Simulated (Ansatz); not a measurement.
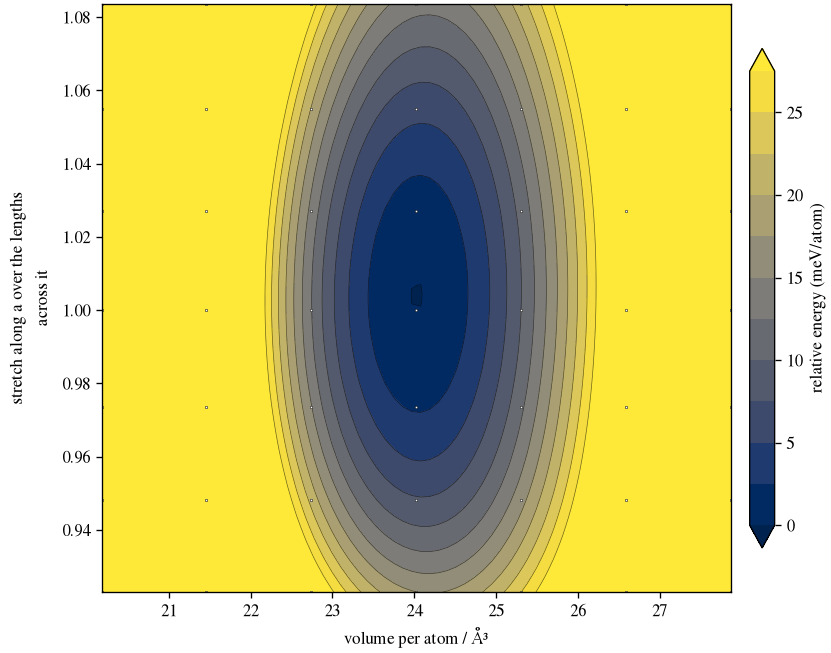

GaSb (Immm, No. 71; 2 atoms in the cell). The energy is mapped over volume and the cell's shape. Coordinates scanned: (1) volume per atom; (2) stretch along a over the lengths across it, relative to the relaxed cell. Nothing is relaxed (symmetry fixes all fractional coordinates). Grid: 7 × 7 points. Points are written as (first, second). Energies: meV/atom, counted from the lowest grid point. All numbers below come from DFT PBE, scalar-relativistic, plane waves, PAW in Ansatz. Settings: cutoff 420 eV, k-mesh 18×18×18, gaussian smearing 0.15 eV, no spin polarisation.

Drawn: filled contours, dots at the grid points, one colour for all values above the top of the scale. Between grid points the surface is interpolated.

> Where is the minimum, and how stiff is the well along each coordinate?

The interpolated minimum is at volume per atom ≈ 24.02 Å³, the second coordinate ≈ 1.004. The curvatures there are about 0.027 eV/(Å³)² and 10 eV, with a cross term of about −0.01 eV/Å³ (per cell of 2 atoms). Round the minimum the two coordinates are nearly uncoupled.

PAW datasets: the set soft_1.
